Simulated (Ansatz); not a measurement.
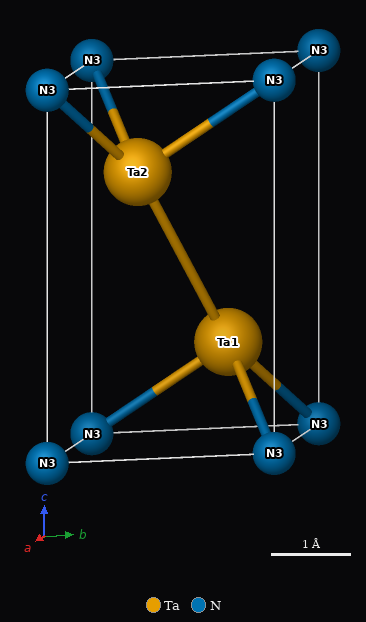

**Figure 1.** The structure (ball-and-stick view of the cell of the calculation, seen slightly off an axis; atoms are numbered from 1 in the order of the input).

## What a change does: single-point calculation on Ta$_{2}$N

System: Ta$_{2}$N (P-3m1, 3 atoms in the cell).
Method of run 1: Kohn-Sham DFT of a periodic cell, PBE, DFT+U, Ansatz PAW, spin-polarised (Ansatz 0.2.0).

The structure derives from a Materials Project entry. Text and figures count atoms from 1; the logs count them from 0 in places.

**The input, run 1**
```yaml
crystal:
  lattice:
    - [3.0493158896, 0.0, 0.0]
    - [-1.5246579448, 2.6407850245, 0.0]
    - [0.0, 0.0, 4.7704285953]
  atoms:
    - { symbol: Ta, position: [0.3333333333, 0.6666666667, 0.254711], spin: 0.5 }
    - { symbol: Ta, position: [0.6666666667, 0.3333333333, 0.745289], spin: -0.5 }
    - { symbol: "N", position: [0.0, 0.0, 0.0] }
hamiltonian:
  xc: pbe
  pseudopotentials: { kind: paw }
  hubbard:
    sites: [{ species: Ta, l: d, u_eff: 1.0 }]
    projectors: all-electron-ortho-atomic
    double_counting: amf
magnetization:
  spin_polarized: true
kpoints:
  mp_grid: { grid: [10, 10, 6] }
scf:
  occupations: { method: fermi_dirac, width: 0.15 }
output:
  forces: true
  stress: true
  eigenvalues: true
```

Command:
```bash
ansatz run input.yaml --threads 2 --pin off --max-ram 5120MiB --backend cpu --events-out ev --progress --plain --runs-dir out
```

Hardware: 2 threads of Arm Neoverse V1, 24 GiB of memory available, shared host.

**Output, shortened to warnings, some set-up lines, iterations and results (run 1)**
```
WARN: the starting moments were not kept: the SCF closed with an absolute magnetisation of 4.4e-6 μB, where they sum to 1 μB in size (2 sites). That is at most 0.1 of that sum. Measured as dr2_m measures the in/out step, that magnetisation stands 1.9e-12 eV from none, at or under the dr2_threshold of 1.0e-7 eV: it is no larger than a step whose dr2_m would equal this threshold. The system may …
Basis set: ecut = 420 eV, 747 PW (Γ), exchange–correlation on 48×48×64 points (8 copies of the dense FFT grid, shifted against one another)
Symmetry: 6 space group operations
k-points: 72 of 600 (time reversal used)
Initial density: superposition of atomic densities (chi_scale 0.1, normalization cell, long waves kept (reshape's long-wave potential 0.05 eV rms))
[...]
SCF iter   1: F=—  HF=-20251.514514 eV  |F-HF|=—  |Δ(HF+E_count)|=         —  Δρ=3.40e-2 (↑3.40e-2 ↓3.40e-2)  dr2=3.16e0  dr2_m=1.36e-1  M=-0.000 μB ∫|m|=0.193 μB  β_m=0.30  …
SCF iter   2: F=—  HF=-20251.283507 eV  |F-HF|=—  |Δ(HF+E_count)|=   2.31e-1  Δρ=2.58e-2 (↑2.58e-2 ↓2.58e-2)  dr2=1.98e0  dr2_m=7.25e-2  M=0.000 μB ∫|m|=0.155 μB  β_m=0.30  …
SCF iter   3: F=—  HF=-20250.830851 eV  |F-HF|=—  |Δ(HF+E_count)|=   4.53e-1  Δρ=1.11e-2 (↑1.11e-2 ↓1.11e-2)  dr2=2.26e-2  dr2_m=3.76e-2  M=-0.000 μB ∫|m|=0.130 μB  β_m=0.30  …
SCF iter   4: F=—  HF=-20250.830082 eV  |F-HF|=—  |Δ(HF+E_count)|=   7.69e-4  Δρ=8.14e-3 (↑8.11e-3 ↓8.14e-3)  dr2=5.76e-3  dr2_m=2.04e-2  M=0.000 μB ∫|m|=0.105 μB  β_m=0.30  …
SCF iter   5: F=—  HF=-20250.832042 eV  |F-HF|=—  |Δ(HF+E_count)|=   1.96e-3  Δρ=5.70e-3 (↑5.70e-3 ↓5.63e-3)  dr2=4.08e-4  dr2_m=1.12e-2  M=-0.000 μB ∫|m|=0.085 μB  β_m=0.30  …
[... 7 lines ...]
SCF iter  13: F=-20250.837824 eV  HF=-20250.837824 eV  |F-HF|=1.67e-8  |Δ(HF+E_count)|=   1.41e-6  Δρ=1.15e-5 (↑1.15e-5 ↓1.14e-5)  dr2=7.27e-8  dr2_m=2.76e-8  M=-0.000 μB …
SCF iter  14: F=-20250.837824 eV  HF=-20250.837824 eV  |F-HF|=9.39e-9  |Δ(HF+E_count)|=   9.18e-8  Δρ=4.66e-6 (↑4.66e-6 ↓4.66e-6)  dr2=2.25e-8  dr2_m=3.28e-9  M=-0.000 μB …
SCF iter  15: F=-20250.837824 eV  HF=-20250.837824 eV  |F-HF|=4.40e-10  |Δ(HF+E_count)|=   6.24e-9  Δρ=7.71e-7 (↑7.44e-7 ↓7.71e-7)  dr2=3.46e-11  dr2_m=1.90e-10  M=-0.000 μB …
SCF iter  16: F=-20250.837824 eV  HF=-20250.837824 eV  |F-HF|=4.73e-11  |Δ(HF+E_count)|=  5.46e-10  Δρ=2.50e-7 (↑2.42e-7 ↓2.50e-7)  dr2=3.62e-12  dr2_m=2.01e-11  M=-0.000 μB …
SCF 1 converged in 16 iterations: F = -20250.837824 eV  dr2 = 3.62e-12
WARN: the starting moments were not kept: the SCF closed with an absolute magnetisation of 4.4e-6 μB, where they sum to 1 μB in size (2 sites). That is at most 0.1 of that sum. Measured as dr2_m measures the in/out step, that magnetisation stands 1.9e-12 eV from none, at or under the dr2_threshold …
SCF converged after 16 iterations
Magnetization: -0.0000 μB (15.5000 up, 15.5000 down)
Absolute magnetization: 0.0000 μB (∫|ρ↑−ρ↓|, with the PAW one-centre terms)
Spin contamination: 0.0000 ħ² per cell (⟨S²⟩ above its minimum at these occupations)
Per-site moments (μB) at R_I (Å): [(-8.51175935571436e-9, 0.8823898006612807), (-4.140974968428357e-8, 0.8823898006612807), (2.0290168597052136e-8, 0.8823898006612807)]
Free energy (F): -20250.837824 eV
Harris-Foulkes:  -20250.837824 eV  (|F-HF|=4.73e-11)
Internal energy: -20250.749471 eV  (E = F + TS)
E sigma→0 (E₀):  -20250.793648 eV
Entropy (-TS):   -0.088353 eV (-29.451 meV/atom)
Fermi energy:    20.939773 eV
--- Per-component energies (eV) ---
  E_band       = -139.513097
  E_kinetic    = 871.413111
  E_local      = -1173.625572  (includes V_loc(G=0)·N_el)
  E_nonlocal   = 75.024657
  E_hartree    = 411.673202
  E_xc         = -500.307760
  E_vxc        = -488.923174  (∫ρ·V_xc dr)
[...]
```

For run 2 the input was changed thus:
```diff
-    - [3.0493158896, 0.0, 0.0]
-    - [-1.5246579448, 2.6407850245, 0.0]
-    - [0.0, 0.0, 4.7704285953]
+    - [3.1538249076, 0.0, 0.0]
+    - [-1.5769124538, 2.731292489, 0.0]
+    - [0.0, 0.0, 4.9339252043]
```

Predict how the results change.

With the same functional and potentials, run 2 lies 20.5 meV per atom lower. The pressure goes from 18.44 to −11.00 GPa. The largest force goes from 0.364 to 0.218 eV/Å. The volume per atom goes from 12.80 to 14.17 Å³. The SCF takes 14 iterations against 16. The plane waves at Γ go from 747 to 833.

**Output, shortened to warnings, some set-up lines, iterations and results (run 2)**
```
WARN: the starting moments were not kept: the SCF closed with an absolute magnetisation of 3.9e-7 μB, where they sum to 1 μB in size (2 sites). That is at most 0.1 of that sum. Measured as dr2_m measures the in/out step, that magnetisation stands 1.7e-14 eV from none, at or under the dr2_threshold of 1.0e-7 eV: it is no larger than a step whose dr2_m would equal this threshold. The system may …
Basis set: ecut = 420 eV, 833 PW (Γ), exchange–correlation on 48×48×72 points (8 copies of the dense FFT grid, shifted against one another)
Symmetry: 6 space group operations
k-points: 72 of 600 (time reversal used)
Initial density: superposition of atomic densities (chi_scale 0.1, normalization cell, long waves kept (reshape's long-wave potential 0.06 eV rms))
[...]
SCF iter   1: F=—  HF=-20251.684717 eV  |F-HF|=—  |Δ(HF+E_count)|=         —  Δρ=3.38e-2 (↑3.38e-2 ↓3.38e-2)  dr2=3.64e0  dr2_m=1.33e-1  M=0.000 μB ∫|m|=0.218 μB  β_m=0.30  …
SCF iter   2: F=—  HF=-20251.393927 eV  |F-HF|=—  |Δ(HF+E_count)|=   2.91e-1  Δρ=2.48e-2 (↑2.48e-2 ↓2.48e-2)  dr2=2.17e0  dr2_m=7.10e-2  M=0.000 μB ∫|m|=0.177 μB  β_m=0.30  …
SCF iter   3: F=—  HF=-20250.935254 eV  |F-HF|=—  |Δ(HF+E_count)|=   4.59e-1  Δρ=1.26e-2 (↑1.26e-2 ↓1.26e-2)  dr2=1.61e-1  dr2_m=3.72e-2  M=-0.000 μB ∫|m|=0.150 μB  β_m=0.30  …
SCF iter   4: F=—  HF=-20250.892987 eV  |F-HF|=—  |Δ(HF+E_count)|=   4.23e-2  Δρ=7.75e-3 (↑7.75e-3 ↓7.75e-3)  dr2=1.07e-2  dr2_m=2.01e-2  M=-0.000 μB ∫|m|=0.124 μB  β_m=0.30  …
SCF iter   5: F=—  HF=-20250.894240 eV  |F-HF|=—  |Δ(HF+E_count)|=   1.25e-3  Δρ=5.67e-3 (↑5.67e-3 ↓5.67e-3)  dr2=4.85e-3  dr2_m=1.11e-2  M=-0.000 μB ∫|m|=0.102 μB  β_m=0.30  …
[... 5 lines ...]
SCF iter  11: F=—  HF=-20250.899355 eV  |F-HF|=—  |Δ(HF+E_count)|=   9.60e-6  Δρ=2.93e-5 (↑2.92e-5 ↓2.93e-5)  dr2=6.88e-7  dr2_m=1.80e-7  M=0.000 μB ∫|m|=0.001 μB  β_m=0.85  …
SCF iter  12: F=-20250.899356 eV  HF=-20250.899356 eV  |F-HF|=1.84e-8  |Δ(HF+E_count)|=   4.92e-7  Δρ=4.81e-6 (↑4.81e-6 ↓4.81e-6)  dr2=4.26e-9  dr2_m=7.01e-9  M=0.000 μB …
SCF iter  13: F=-20250.899356 eV  HF=-20250.899356 eV  |F-HF|=7.28e-11  |Δ(HF+E_count)|=   3.17e-8  Δρ=5.17e-7 (↑5.17e-7 ↓5.17e-7)  dr2=2.33e-10  dr2_m=4.35e-11  M=0.000 μB …
SCF iter  14: F=-20250.899356 eV  HF=-20250.899356 eV  |F-HF|=1.09e-11  |Δ(HF+E_count)|=  2.11e-10  Δρ=6.34e-8 (↑6.31e-8 ↓6.34e-8)  dr2=9.33e-12  dr2_m=1.42e-13  M=0.000 μB …
SCF 1 converged in 14 iterations: F = -20250.899356 eV  dr2 = 9.33e-12
WARN: the starting moments were not kept: the SCF closed with an absolute magnetisation of 3.9e-7 μB, where they sum to 1 μB in size (2 sites). That is at most 0.1 of that sum. Measured as dr2_m measures the in/out step, that magnetisation stands 1.7e-14 eV from none, at or under the dr2_threshold …
SCF converged after 14 iterations
Magnetization: 0.0000 μB (15.5000 up, 15.5000 down)
Absolute magnetization: 0.0000 μB (∫|ρ↑−ρ↓|, with the PAW one-centre terms)
Spin contamination: 0.0000 ħ² per cell (⟨S²⟩ above its minimum at these occupations)
Per-site moments (μB) at R_I (Å): [(6.438434414274514e-8, 0.9126318926198024), (-6.417206518054171e-8, 0.9126318926198024), (-1.0587719601910581e-10, 0.9126318926198024)]
Free energy (F): -20250.899356 eV
Harris-Foulkes:  -20250.899356 eV  (|F-HF|=1.09e-11)
Internal energy: -20250.798570 eV  (E = F + TS)
E sigma→0 (E₀):  -20250.848963 eV
Entropy (-TS):   -0.100786 eV (-33.595 meV/atom)
Fermi energy:    18.758722 eV
--- Per-component energies (eV) ---
  E_band       = -205.128509
  E_kinetic    = 859.693350
  E_local      = -1297.580816  (includes V_loc(G=0)·N_el)
  E_nonlocal   = 72.586106
  E_hartree    = 444.312437
  E_xc         = -496.592566
  E_vxc        = -483.994805  (∫ρ·V_xc dr)
[...]
```

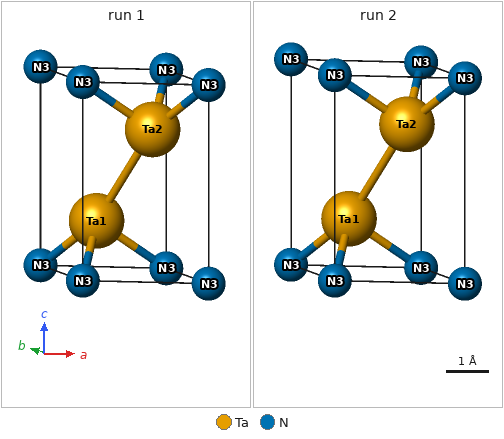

**Figure 2.** The two input geometries at one scale (ball-and-stick view of the cell of the calculation, seen slightly off an axis). No atom moves by more than 0.005 Å relative to the cell. Cell: a = b 3.049 → 3.154 Å (+3.4 %), c 4.770 → 4.934 Å (+3.4 %). Volume +10.6 %. Among the contacts that change: Ta1–Ta1 3.049 → 3.154 Å, Ta1–Ta2 3.001 → 3.104 Å, Ta1–N3 2.139 → 2.212 Å.

**The two runs side by side**

```tsv
quantity	run 1	run 2
outcome	converged	converged
free energy per atom (eV)	−6750.2793	−6750.2998
energy per atom, smearing taken to zero (eV)	−6750.2645	−6750.2830
gap on the mesh (eV)	0.00	0.00
net moment of the cell (μB)	0.00	0.00
absolute moment of the cell (μB)	0.00	0.00
pressure (GPa)	18.44	−11.00
volume per atom (Å³)	12.80	14.17
largest force (eV/Å)	0.364	0.218
SCF iterations	16	14
irreducible k-points	72	72
plane waves at Γ	747	833
wall time (shared host)	13 s	11 s
```

For both runs: Warnings: some starting moments were not kept. Points of doubt noted for this run: state may lie high. Spin–orbit coupling is left out, which matters for Ta. For run 1: The cell is under a pressure of 18.4 GPa at this level, so it is not at its equilibrium volume. For run 2: The cell is under a tension of 11.0 GPa at this level, so it is not at its equilibrium volume.
